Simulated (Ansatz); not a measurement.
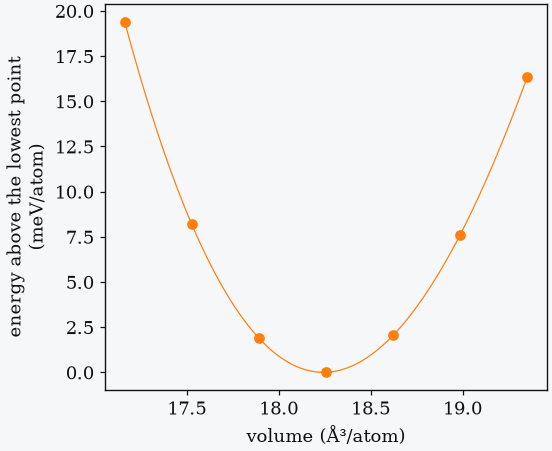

Plotted: energy above the lowest point against volume for PbO, space group Fm-3m (No. 225) (one of a set of cubic test structures, which need not be the stable phase).

How it was computed, with Ansatz 0.2.0 development build: equation of state of a cubic crystal from periodic Kohn-Sham density functional theory without spin, third-order Birch-Murnaghan fit to the free energies; pressure corrected for the finite basis. Level: PBE, no spin-orbit coupling.

- structure type: rock salt
- atoms in cell: 2
- space group number: 225
- lattice centring: face-centred primitive
- k mesh: 36×36×36
- occupation method: Fermi–Dirac
- occupation width: 0.06123 eV
- wave cutoff: 420 eV
- datasets: soft-1 PAW
- density tolerance: 1e−07 eV
- bands: 14
- density cutoff ratio: 4
- search for lower states: default

### What equilibrium volume and bulk modulus follow from the curve?

A third-order Birch–Murnaghan fit gives V0 = 18.24 Å³/atom, B0 = 86.7 GPa and B′ = 4.5.

Keep in mind: cubic model structure, not the ambient form; no spin-orbit coupling with 6p elements.

The computed values:

```json
{"volume (Å³/atom)": "17.16", "energy above the lowest point (meV/atom)": "19.4"}
{"volume (Å³/atom)": "17.53", "energy above the lowest point (meV/atom)": "8.2"}
{"volume (Å³/atom)": "17.89", "energy above the lowest point (meV/atom)": "1.9"}
{"volume (Å³/atom)": "18.26", "energy above the lowest point (meV/atom)": "0.0"}
{"volume (Å³/atom)": "18.62", "energy above the lowest point (meV/atom)": "2.0"}
{"volume (Å³/atom)": "18.99", "energy above the lowest point (meV/atom)": "7.6"}
{"volume (Å³/atom)": "19.35", "energy above the lowest point (meV/atom)": "16.4"}
```
